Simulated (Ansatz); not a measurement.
**Hf₃S₅: density, localisation and related maps**

Input file:

```
crystal:
  lattice:
    - [5.6955963861, -2.5582680494, 0.0007480375]
    - [5.6955963861, 2.5582680494, 0.0007480375]
    - [-5.5789205852, 0.0, 5.717952128]
  atoms:
    - { symbol: Hf, position: [0.0, 0.0, 0.0] }
    - { symbol: Hf, position: [0.7991267733, 0.7991267733, 0.3917925814] }
    - { symbol: Hf, position: [0.2008732267, 0.2008732267, 0.6082074186] }
    - { symbol: S, position: [0.3040269377, 0.3040269377, 0.4022613336] }
    - { symbol: S, position: [0.6959730623, 0.6959730623, 0.5977386664] }
    - { symbol: S, position: [0.5, 0.5, 0.0] }
    - { symbol: S, position: [0.9070913572, 0.9070913572, 0.2070296204] }
    - { symbol: S, position: [0.0929086428, 0.0929086428, 0.7929703796] }
basis:
  ecutwfc: 420
kpoints:
  mp_grid: { grid: [8, 8, 6] }
  band_path:
    path:
      - [[0.0, 0.0, 0.0], [-0.34842686, 0.34842686, 0.0]]
      - [[-0.65157314, -0.34842686, 0.0], [-0.5, -0.5, 0.0], [0.0, 0.0, 0.0], [-0.5, -0.5, 0.5], [-0.74957229, -0.25042771, 0.5]]
      - [[-0.25042771, 0.25042771, 0.5], [0.0, 0.0, 0.5], [0.0, 0.0, 0.0]]
      - [[-0.5, 0.0, 0.5], [0.0, 0.0, 0.0], [-0.5, 0.0, 0.0]]
    npoints: 14
hamiltonian:
  xc: pbe
scf:
  occupations: { method: gaussian, width: 0.1 }
  n_extra_bands: 20
output:
  forces: true
  stress: true
  eigenvalues: true
  populations: true
  dos: { projected: true, de: 0.02, nscf_kmesh: { grid: [10, 10, 8] } }
  bader: true
  write_density: true
  write_potential: true
  elf: true
  volumetric_format: npy
```

Command:

```sh
ansatz run input.yaml --threads 1 --pin off --max-ram 2560MiB --backend cpu --events-out ev --progress --plain --runs-dir out
```

Below, planes, directions and counts refer to the conventional cell (a = 11.39 Å, b = 5.12 Å, c = 7.99 Å, α = 90.00°, β = 134.29°, γ = 90.00°).

Space group C2/m; a generated structure, not necessarily the stable one.

The calculation used DFT PBE, scalar-relativistic, plane waves, PAW (Ansatz).

In a PAW calculation such maps are meaningful between the atoms, not at the nuclei.

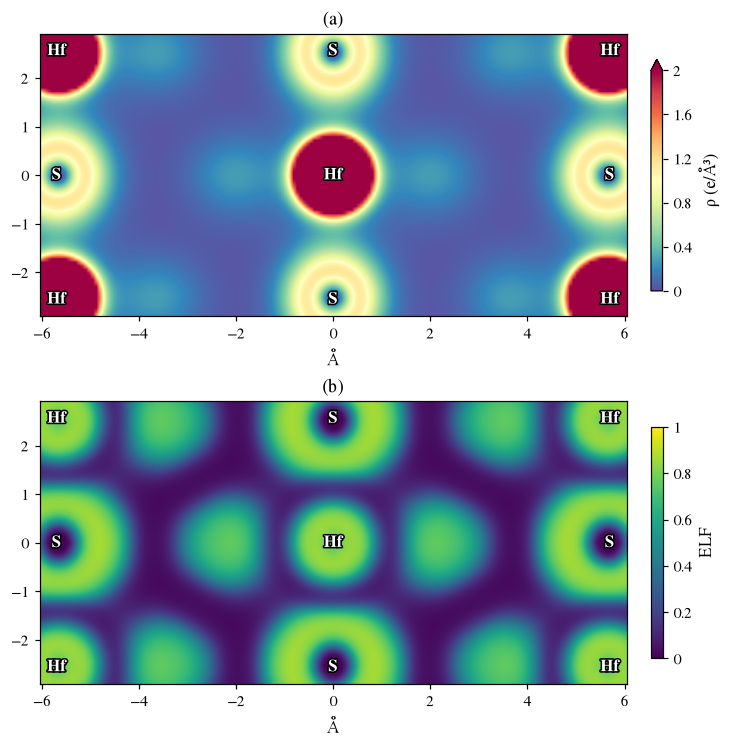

Figure 1. (a) valence charge density (pseudo); (b) electron localisation function on the (001) plane of the conventional cell.

What do the fields say about this system?

- The section cuts through Hf and S sites.
- Hf–S (2.56 Å): the density is about 0.4 e/Å³ at the midpoint; the ELF peaks at about 0.85 in the valence shell of S, 0.8 Å from its nucleus, and is about 0.30 at the midpoint; no localised pair shows between them.
- Between the atoms the lowest density in this plane is 0.03 e/Å³.
- The features right at Hf lie inside the PAW spheres, where the map follows smoothed inner orbitals and isn't to be read closely.

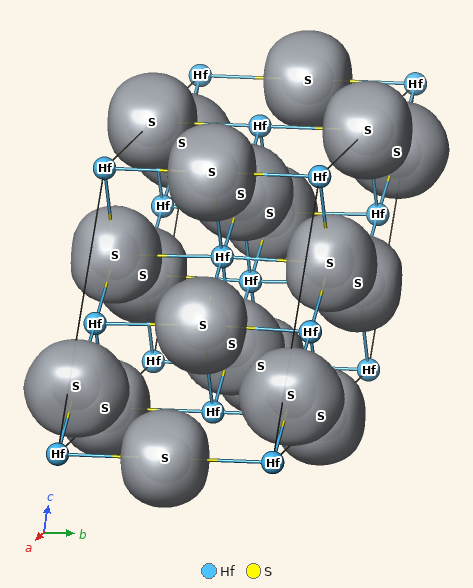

Figure 2. Isosurface of the ELF at 0.75 (grey), seen slightly off an axis. Only the valence region is drawn (cores and ρ < 0.01 e/Å³ removed). Sticks mark near contacts.

Where are the electrons localised?

At this value the surface marks out ten regions wrapped around S (the valence shell of each), counted in one cell of 16 atoms. Any copies at cell faces, edges or corners count once. Along the contacts the grid gives the following. Hf–S (2.50 Å): the ELF peaks at about 0.85 in the valence shell of S, 0.8 Å from its nucleus, and is about 0.35 at the midpoint. Hf–S (2.55 Å): the ELF peaks at about 0.85 in the valence shell of S, 0.8 Å from its nucleus, and is about 0.40 at the midpoint.

How much charge does the calculation move between the atoms?

Electrons move from Hf towards S. Bader charges: Hf +1.97 and S −1.26 to −1.11 e.

Does the calculation give a band gap?

It is metallic or semimetallic at this level of theory: no gap opens.
